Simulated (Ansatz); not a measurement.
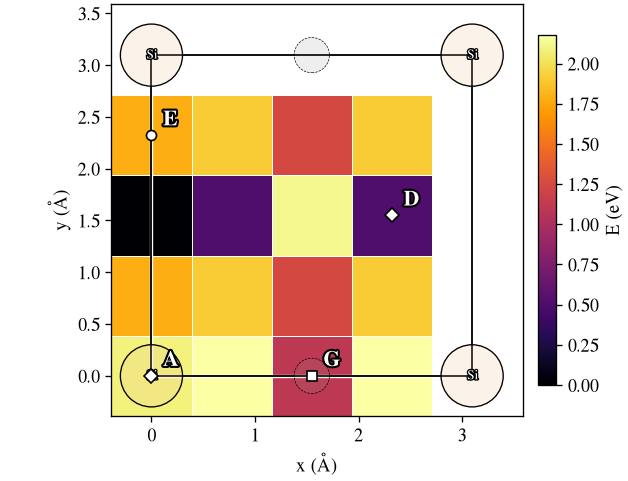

C on a SiC(100) slab cut from the F-43m phase, its upper half relaxed before the scan (6 atoms of substrate and one adsorbate in a 1 × 1 cell). C is moved over the surface cell; relaxed at each place: the height of the adsorbate's atoms; substrate rigid; the origin of the map has the adsorbate above Si6. Places are given modulo a cell vector. The map is drawn in real space over the plane of the surface. The grid has 4 × 4 points; 9 points were computed and 7 follow by symmetry. Energies: eV, counted from the lowest grid point. Energies and slopes of some neighbouring points disagree (a jump in structure or state, or too coarse a mesh). The relaxed height changes by up to 0.9 Å between neighbouring points. The magnetic moment jumps between some neighbouring points. With one adsorbate in each 1 × 1 cell, its nearest image is 3.1 Å away, so neighbouring adsorbates interact. The calculation used Ansatz, DFT PBE, scalar-relativistic, plane waves, PAW. Settings: cutoff 420 eV, k-mesh 9×9×1, gaussian smearing 0.05 eV, spin-polarised.

Drawn: one coloured cell a grid point, labelled circles for the atoms of the top layer and small ones for the second layer, the outline of one cell of the plane, lettered points.

> Rank the lettered points by energy, lowest first.

D (0.51 eV), G (1.10 eV), E (1.78 eV), A (2.09 eV).

PAW datasets: the set soft_1.
